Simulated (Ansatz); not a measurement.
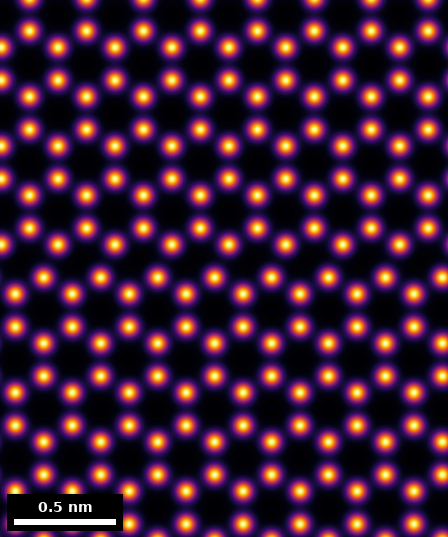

Z-contrast image of Ir (P6_3/mmc, No. 194) along [001]. Simulation: incoherent imaging, intensity Z^1.7 per atom, probe width 0.74 Å, thin sample. The probe carries 25 % of its weight in a tail 2.5 times as wide.

One planar defect was built into the perfect crystal by geometry alone, without relaxation. Host structure: the geometry given to an electronic-structure calculation, possibly off equilibrium; the starting structure was generated, so it need not be a known form of this composition.

Where does the periodic pattern break, and how?

A planar fault (a stacking fault) runs horizontally about 13 Å below the top edge. The part above it is shifted along the boundary by 1/4 of the 2.80 Å repeat of the rows (0.7 Å to the right, the same as 2.1 Å to the left); both parts keep the same orientation.
